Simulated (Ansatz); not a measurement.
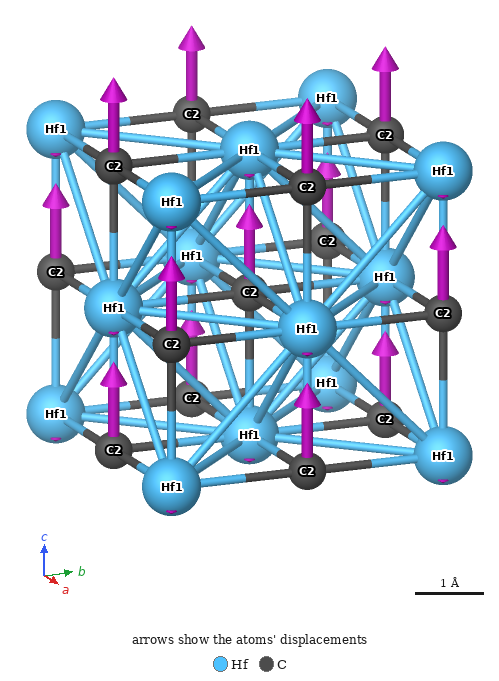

The lowest optical mode of a crystal of HfC (a generated structure) at a fixed volume, space group Fm-3m (No. 225), at the zone centre. The purple arrows give the relative displacements of the atoms. Style: ball-and-stick. Shown: the conventional cell (4 times the calculation's cell), slightly off an axis. Lengths and directions refer to the drawn axes.

All numbers below come from Ansatz, DFT LDA, scalar-relativistic, plane waves, PAW.

Input file:
```yaml
crystal:
  lattice:
    - [0.0, 2.1976, 2.1976]
    - [2.1976, 0.0, 2.1976]
    - [2.1976, 2.1976, 0.0]
  atoms:
    - { symbol: Hf, position: [0.0, 0.0, 0.0] }
    - { symbol: C, position: [0.5, 0.5, 0.5] }
basis:
  ecutwfc: 420
kpoints:
  mp_grid: { grid: [16, 16, 16] }
hamiltonian:
  xc: lda
scf:
  occupations: { method: fermi_dirac, width: 0.15 }
output:
  eigenvalues: true
phonons:
  method: dfpt
  eigenvectors: true
```

Run as
```bash
ansatz run input.yaml --threads 1 --pin off --max-ram 1228MiB --backend cpu --events-out ev --progress --plain --runs-dir out
```

The frequencies depend somewhat on the k-mesh and the smearing.

Question: Is the structure stable against all modes at this point?

Answer: Yes: this softest mode has a real frequency, and so have all others here. That speaks for this wave vector alone: the rest of the zone wasn't checked in this run. This is the T₁u mode (triply degenerate; one member of the set is drawn) at 575 cm⁻¹, the only optical level, infrared-active by symmetry. The C sublattice moves against the Hf sublattice, along c; it stretches the shortest C–Hf bonds (2.20 Å); the kinetic energy is shared as C 94 %, Hf 6 %. The crystal is a metal, so free carriers screen the infrared response.
